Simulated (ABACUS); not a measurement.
## Energy of Sc along an even scaling of the cell

System: Sc (P4/nmm, 4 atoms in the cell).
Method: Kohn-Sham DFT of a periodic cell, PBE, PseudoDojo NC SR 0.4.1 PBE standard, no spin polarisation (ABACUS 3.10.1).

The 7 runs differ only in the geometry, by an even scaling of the cell at fixed fractional positions. The structure derives from a Materials Project entry.

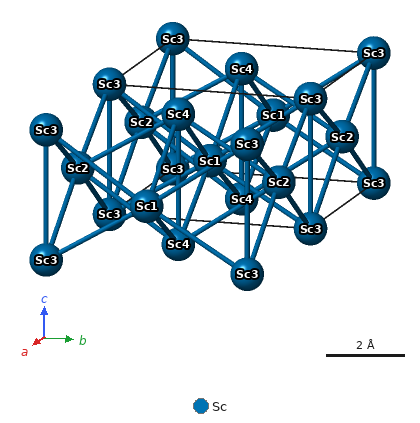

Figure 1. The structure of run 4 (ball-and-stick view of the cell of the calculation, repeated 2 × 1 × 1, seen slightly off an axis; atoms are numbered from 1 in the order of the input).

**Input file of run 4**
```
INPUT_PARAMETERS
suffix              Sc
calculation         scf
basis_type          pw
pseudo_dir          ./
symmetry            1
dft_functional      pbe
ecutwfc             79
pseudo_rcut         10
nspin               1
nbands              27
ks_solver           dav
smearing_method     fd
smearing_sigma      0.00367493
scf_thr             1e-08
scf_nmax            100
mixing_type         broyden
mixing_beta         0.7
cal_force           1
cal_stress          1
kpar                4
```

**File STRU of run 4**
```
ATOMIC_SPECIES
Sc 44.9559 Sc.upf

LATTICE_CONSTANT
1.8897261246

LATTICE_VECTORS
5.4226760000 0.0000000000 0.0000000000
0.0000000000 5.4226760000 0.0000000000
0.0000000000 0.0000000000 3.4352060000

ATOMIC_POSITIONS
Direct

Sc
0.0
4
0.0000000000 0.5000000000 0.4673360000 1 1 1
0.5000000000 0.0000000000 0.5326640000 1 1 1
0.0000000000 0.0000000000 0.0000000000 1 1 1
0.5000000000 0.5000000000 0.0000000000 1 1 1
```

**File KPT of run 4**
```
K_POINTS
0
Gamma
5 5 8 0 0 0
```

Command:
```bash
OMP_NUM_THREADS=1 mpirun -np 4 abacus > log
```

Lattice vectors (Å) and fractional positions of run 4:
```
   5.422676    0.000000    0.000000
   0.000000    5.422676    0.000000
   0.000000    0.000000    3.435206
Sc  0.000000  0.500000  0.467336
Sc  0.500000  0.000000  0.532664
Sc  0.000000  0.000000  0.000000
Sc  0.500000  0.500000  0.000000
```

Run 3 differs from it as follows:
```diff
-5.4226760000 0.0000000000 0.0000000000
-0.0000000000 5.4226760000 0.0000000000
-0.0000000000 0.0000000000 3.4352060000
+5.3862811047 0.0000000000 0.0000000000
+0.0000000000 5.3862811047 0.0000000000
+0.0000000000 0.0000000000 3.4121502315
```

**Results, with one run withheld**

```csv
run,volume per atom (Å³),"free energy per atom, from the lowest run given (meV)",pressure (GPa)
1,23.738,6.77,2.44
2,24.243,0.94,1.22
3,24.748,?,?
4,25.253,0.00,−0.91
5,25.758,4.30,−1.85
6,26.264,11.44,−2.71
7,26.769,21.19,−3.51
```

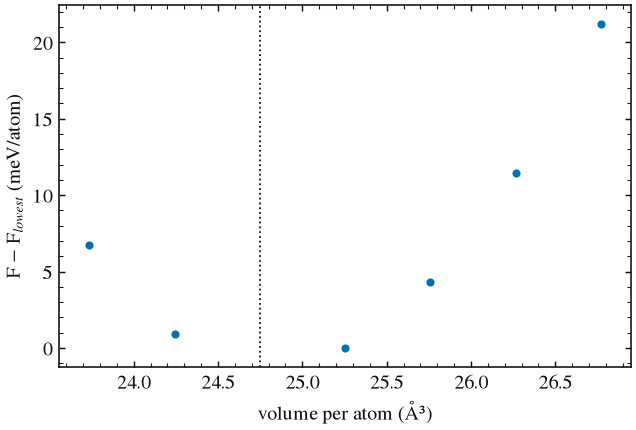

Figure 2. Free energy per atom of the runs given; the dotted line marks run 3.

Fit the runs given and predict run 3.

A cubic polynomial in V^(−2/3) (the Birch–Murnaghan form), fitted to the 6 runs given, misses them by at most 0.01 meV per atom. With x = V^(−2/3) − 0.11604 Å⁻², it reads F = 0.2599 − 1990.4 x + 6.637e+05 x² − 2.1448e+06 x³ (meV per atom). At run 3 it gives −1.21 meV per atom, and the run itself gives −1.21. The slope of the fit gives a pressure −dF/dV of 0.13 GPa there, and the run prints 0.11 GPa. The fit has its minimum at 24.812 Å³ per atom, where V d²F/dV² gives 51.9 GPa. Cell shape and fractional positions are held, so this is the stiffness under even scaling; the relaxed bulk modulus wasn't computed.

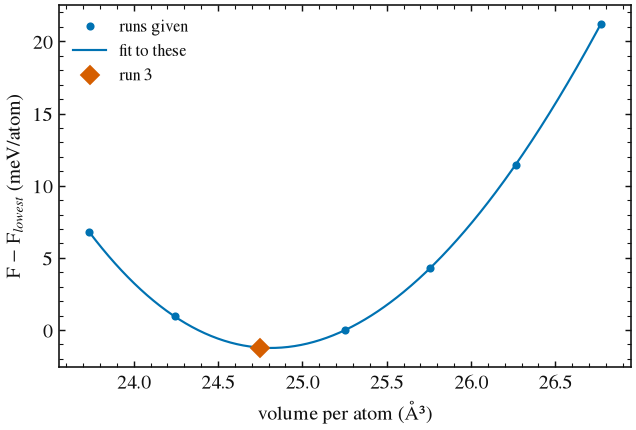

Figure 3. The fit and the withheld run.

**Some lines of the output (run 3)**
```
[...]
                             Volume (A^3) = 98.9933
 E_Fermi        0.7004697867         9.5303803759
 E_Fermi        0.6787248651         9.2345255403
 E_Fermi        0.6841617444         9.3084980769
 E_Fermi        0.6833010268         9.2967874137
 E_Fermi        0.6832418187         9.2959818458
 E_Fermi        0.6833116468         9.2969319059
 E_Fermi        0.6833342275         9.2972391327
 E_KS(sigma->0) -387.1228497453      -5267.0765825345
 E_Fermi        0.6833288318         9.2971657200
 final etot is -5267.1150994 eV
 EFERMI = 9.29716572 eV
 TOTAL-PRESSURE: 1.120882 KBAR
 !FINAL_ETOT_IS -5267.1150993673745688 eV
```
